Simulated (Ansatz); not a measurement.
# P chain started as a dimerised line: one chain at several levels of theory, part 4 of 4

Aim: how far do the period, the moment and the conductance of the P chain started as a dimerised line depend on the functional, the datasets and spin-orbit coupling, and at what cost?

Ansatz 0.2.0; DFT PBE, plane waves, PAW; relaxation of a chain's period (the session's first sound run).

So far. Step 11 (The relaxed wire, cutoff 840 eV): The cell's length comes to 4.209 Å, -0.1 % against the first run, with no moment. The two atoms stand evenly on a line, so the true period is half of it. Step 12 (Relaxation of atoms and period): The cell's length comes to 4.215 Å, +0.0 % against the first run, with spin left out. The two atoms stand evenly on a line, so the true period is half of it.

## (14) Two-component spinors (continued)

Level of this step: DFT PBE, plane waves, fully relativistic PAW; channels of a perfect chain with spin-orbit coupling (Ansatz).

Electronic bands along the path, in eV, zero at the Fermi level:

```
point  band 5  band 6  band 9  band 10  band 11  band 12  band 13  band 14
    Γ   -4.16   -4.16   -2.70    -2.70     3.40     3.40     3.45     3.45
    Z   -0.86   -0.86   -0.83    -0.83    -0.83    -0.83     3.42     3.42
```

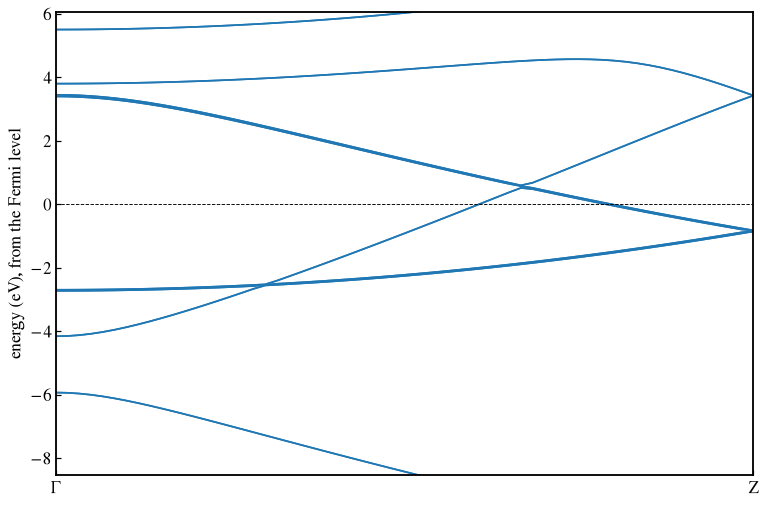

Electronic bands along the path.

At the computed energy nearest the Fermi level there are 6 spinor channels, and the thermal average gives 3.00 G₀.

## (15) A varied input

This step: DFT PBE, plane waves, PAW; channels and complex bands of a perfect chain; changed: output.transmission.temperature = 0, scf.max_iter = 100 (Ansatz 0.2.0).

The input of the run on the perfect lead (PBE) is made doubtful on purpose. The ELF is not written this time.

Input file input.yaml:

```yaml
crystal:
  lattice:
    - [7.5, 0.0, 0.0]
    - [0.0, 7.5, 0.0]
    - [0.0, 0.0, 4.2151607679]
  atoms:
    - { symbol: P, position: [0.5, 0.5, 0.97499968] }
    - { symbol: P, position: [0.5, 0.5, 0.47500032] }
kpoints:
  mp_grid: { grid: [1, 1, 19] }
  band_path: { path: ["Γ", Z], npoints: 60 }
scf:
  occupations: { method: fermi_dirac, width: 0.05 }
  max_iter: 100
hamiltonian:
  xc: pbe
output:
  transmission:
    e_range: [-2, 2]
    de: 0.035
    kmesh: [1, 1]
    reduced_basis: true
    leads: [[0, 0]]
    temperature: 0
  dos: { projected: true, e_range: [-6, 4] }
  write_potential: true
  write_density: true
  volumetric_format: npy
```

On the command line:

```bash
ansatz run input.yaml --threads 4 --pin off --max-ram 8192MiB --backend cpu --events-out ev --progress --plain --runs-dir out
```

Numbers of over 12 decimals in the logs are rounded to 6 here.

Log:

```text
Error: invalid value for `output.transmission.temperature`: must be finite and ≥ 1.2; got 0 K
```

The job ended after 0.03 s (4 threads of Arm Neoverse V2, shared host; peak memory 0.07 GiB).

The input was rejected at the start.

The program's message: “Error: invalid value for `output.transmission.temperature`: must be finite and ≥ 1.2; got 0 K”

The change that led to it: output.transmission.temperature = 0.

## (16) A varied input

This step: DFT PBE, plane waves, PAW; channels and complex bands of a perfect chain; changed: basis.ecutwfc = "22.0 Ry", crystal.symmetry = {"detect": false} (Ansatz 0.2.0).

The atoms of the run on the perfect lead (PBE) are kept and the input is varied, to see whether the result depends on it. The ELF is not written this time.

input.yaml: that of step 15 with these lines changed.

```diff
@@ -8,2 +8,3 @@
     - { symbol: P, position: [0.5, 0.5, 0.47500032] }
+  symmetry: { detect: false }
 kpoints:
@@ -13,3 +14,2 @@
   occupations: { method: fermi_dirac, width: 0.05 }
-  max_iter: 100
 hamiltonian:
@@ -23,3 +23,2 @@
     leads: [[0, 0]]
-    temperature: 0
   dos: { projected: true, e_range: [-6, 4] }
@@ -28 +27,3 @@
   volumetric_format: npy
+basis:
+  ecutwfc: "22.0 Ry"
```

Log:

```text
Warning: basis.ecutwfc = 299.325248705868 eV is below the records' recommended 420 eV, and the density's cutoff is lower with it unless basis.ecutrho_ratio is high enough to keep the records' density cutoff: compare with a run at a higher cutoff
[...]
Crystal: 2 atoms, lattice volume = 237.103 Å³
Basis set: ecut = 299.325248705868 eV, 2751 PW (Γ)
Bands: 9, of which v1, the nominal top of the filled ones, is band 5 counted from 1 (4 counted from 0)
Symmetry: 1 space group operations
k-points: 10 of 19 (time reversal used)
[...]
SCF iter   1: F=—  HF=-1508.935502 eV  |F-HF|=—  |Δ(HF+E_count)|=         —  Δρ=1.52e-3  dr2=4.22e-3  ethr=1.77e-3  ⟨swp⟩=6.1  Hψ=729  notcnv=0
[...]
SCF iter   6: F=-1508.952425 eV  HF=-1508.952425 eV  |F-HF|=3.47e-9  |Δ(HF+E_count)|=   8.75e-8  Δρ=1.60e-6  dr2=1.17e-8  ethr=1.00e-9  ⟨swp⟩=3.3  Hψ=407  notcnv=0
SCF 1 converged in 6 iterations: F = -1508.952425 eV  dr2 = 1.17e-8
[...]
transmission: 5 of 30 steps passed
transmission: 10 of 30 steps passed
[...]
transmission: 30 of 30 steps passed
[...]
SCF converged after 6 iterations
Free energy (F): -1508.952425 eV
[...]
Internal energy: -1508.949426 eV  (E = F + TS)
E sigma→0 (E₀):  -1508.950926 eV
Entropy (-TS):   -0.002999 eV (-1.500 meV/atom)
Fermi energy:    -3.494894 eV
[...]
--- Band table (eV; the first three rows and the last of 10) ---
[...]
--- Transmission ---
  basis      : 349 plane waves across, 5 finite elements along
  points     : 1, standing for a mesh of 1 x 1
[...]
crystal 0  : P2, at the sites [0, 0], period 4.2152 Å: whole cells are its period
[...]
filled         : 41.5 meV over the level at which it is neutral
    channels       : 3.000000e0 a spin
[...]
```

The job ended after 7.5 s (4 threads; peak memory 0.4 GiB; 25 s of CPU time).

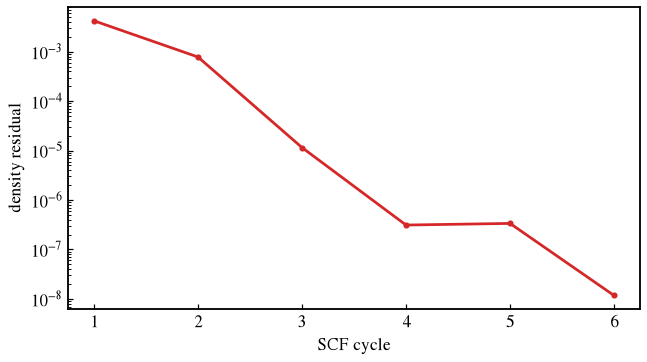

Residual by cycle in this run.

The run finished with changed settings (basis.ecutwfc = "22.0 Ry" and crystal.symmetry = {"detect": false}); it serves as a test.

## (17) Summary of results

```json
{"cell length, PBE": "4.215 Å", "cell length, RPBE": "4.254 Å", "cell length, PBEsol": "4.164 Å", "cell length, LDA": "4.140 Å", "cell length, PBE, JTH files": "4.209 Å", "cell length, PBE, no spin": "4.215 Å", "conductance, PBE": "3.00 G₀", "conductance, RPBE": "3.00 G₀", "conductance, PBEsol": "3.00 G₀", "conductance, LDA": "3.00 G₀", "conductance, with spin-orbit coupling": "3.00 G₀"}
```

What this shows: Under PBE the cell's length is 4.22 Å, no moment survives, and it is a metal with 3 channels a spin next to the Fermi level, 3.00 G₀ at 300 K. The cell's length spans 2.7 % over the functionals, shortest under LDA and longest under RPBE. A perfect wire passes every open channel, so the conductance counts half a G₀ for each forward-moving state at the Fermi level, spin by spin. At the relaxed period it is a straight line with bonds of 2.11 Å, as the straight start enforces by symmetry. Transport is coherent and elastic here: the atoms are frozen, so scattering by vibrations plays no part.

[Logs are printed without paths, hosts, clocks, repeated set-up lines and the standing remarks that a program may print on its own settings, such as how far it seeks lower states.]

[Hosts, paths, dates, database ids (printed as entryN), source tags and the programs' standing remarks are cut or masked in the printed files.]
